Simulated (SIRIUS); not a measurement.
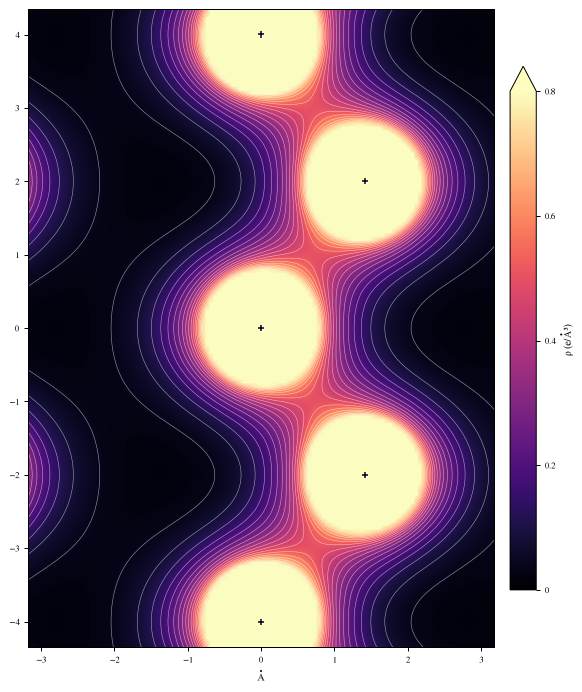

The total electron density on a plane through atoms (crosses mark nuclei in the plane).

Level of theory: Kohn-Sham DFT of a periodic cell, PBEsol, all-electron FP-LAPW in SIRIUS 7.12.0.

Candidates:
A. Ge, a = 5.66 Å, b = 5.66 Å, c = 5.66 Å, α = 90.00°, β = 90.00°, γ = 90.00°. Space group Fd-3m.
B. WS$_{2}$, a = 3.16 Å, b = 3.16 Å, c = 6.43 Å, α = 75.78°, β = 75.78°, γ = 60.00°. Space group P1; not relaxed (largest force 1.7 eV/Å).
C. BN, a = 3.63 Å, b = 3.63 Å, c = 3.63 Å, α = 90.00°, β = 90.00°, γ = 90.00°. Space group F-43m; a structure from a database of computed crystals, not necessarily the ambient phase.

Q: Which candidate gave the map?

A: Candidate A: Ge on the (110) plane of the conventional cell, which holds Ge. Ge–Ge (2.45 Å): ρ at the midpoint is about 0.5 e/Å³.
